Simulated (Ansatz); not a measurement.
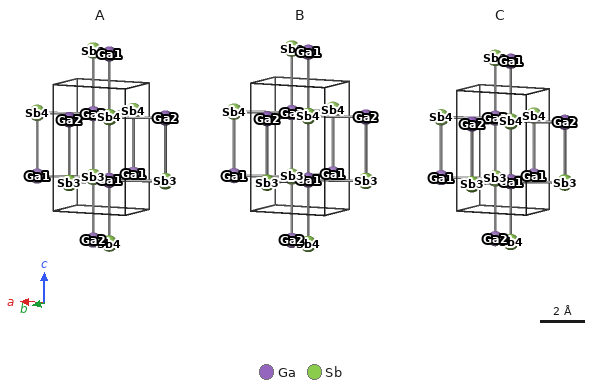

3 geometries from one relaxation of solid GaSb (built on the h-MgO (five-fold) type), in shuffled order. A ball-and-stick model of the cell of the calculation, seen from a free direction.

These are results of DFT, PBE, plane waves, PAW in Ansatz, not measurements. Set-up: plane-wave cutoff 420 eV; k-point mesh 6 × 6 × 4; occupations fermi dirac; smearing width 0.02 eV; no spin polarisation; cell and atoms relaxed; force threshold 0.005 eV/Å.

Order the frames from highest to lowest energy.

Answer. C, A, B. They are steps 0, 1, 7, at +158 meV per atom, +19.6 meV per atom relative to the last. No atom moves by more than 0.005 Å relative to the cell. The drawn cell changes as follows: a = b 4.479 → 4.771 Å (+6.5 %), c 5.599 → 5.942 Å (+6.1 %); the volume changes by +20.4 %. Among the contacts that change: Ga1–Sb4 2.799 → 2.971 Å, Ga1–Sb3 2.586 → 2.755 Å. The space group stays P6_3/mmc (No. 194). Over 5 accepted moves (7 points after the start) the energy falls by 158 meV per atom. All forces vanish by symmetry, so only the cell relaxes. Pressure: 12.25 GPa at the start and 0.00 GPa at the end. At 2 points the geometry stayed and the basis and grid were re-selected for the new cell (energy shift of 1.2 meV per atom at most each time).
